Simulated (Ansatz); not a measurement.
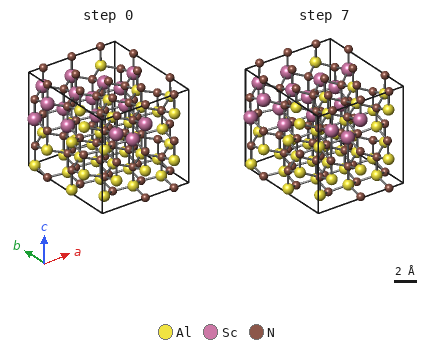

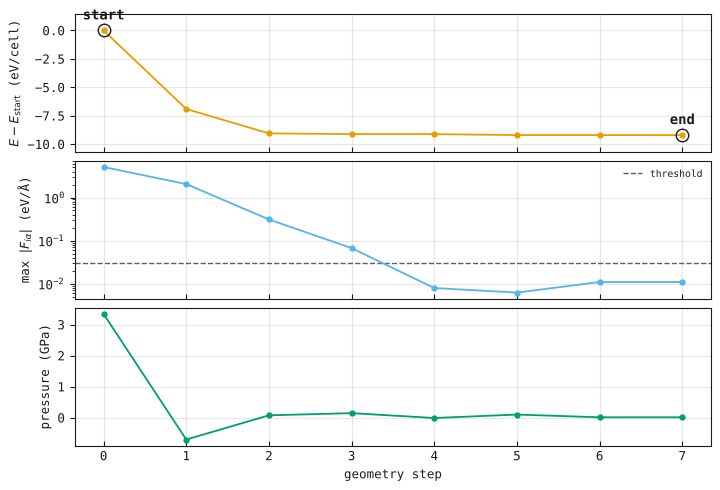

First and last geometry of a relaxation of solid Al$_{36}$Sc$_{12}$N$_{48}$ (a generated structure, set up in P1), with the history of the run. The picture is a ball-and-stick view of the cell of the calculation (origin shifted), seen from a free direction.

These are results of Ansatz 0.2.0, DFT, PBEsol, PAW, plane waves, not measurements. (plane-wave cutoff 420 eV; k-point mesh 1 × 1 × 1; mesh shifted by (0.25, 0.25, 0.25); no spin polarisation; cell relaxed at fixed alpha, beta, gamma; force threshold 0.03 eV/Å; at most 80 steps)

Did the run converge, and what did it change?

Answer. It converged. The energy falls by 9.204 eV per cell of the calculation in 7 geometry steps. Largest force component: 5.1 eV/Å at the start, 0.011 eV/Å at the end. Pressure: 3.34 GPa at the start and 0.01 GPa at the end. The largest move relative to the cell is that of an N atom, 0.31 Å along [0 −2 −1]. Largest moves by element: N 0.31 Å, Al 0.19 Å, Sc 0.16 Å. Cell: a 9.775 → 9.632 Å (−1.5 %), b 11.287 → 11.182 Å (−0.9 %), c 9.702 → 10.072 Å (+3.8 %). Volume +1.3 %. Among the contacts that change: N–Sc 2.818 → 3.288 Å, N–Sc 2.839 → 3.292 Å, N–Sc 2.862 → 3.303 Å, N–Sc 2.913 → 3.275 Å. Among the angles between lasting bonds that change: Al–N–Al 103.3° → 117.2°, N–Sc–N 117.4° → 104.0°, Al–N–Al 101.3° → 114.6°. The space group stays P1 (No. 1). Cost: 12 s on 1 × NVIDIA GB300 Max-Q with 8 threads of Arm Neoverse-V2, peak memory 2 GiB.
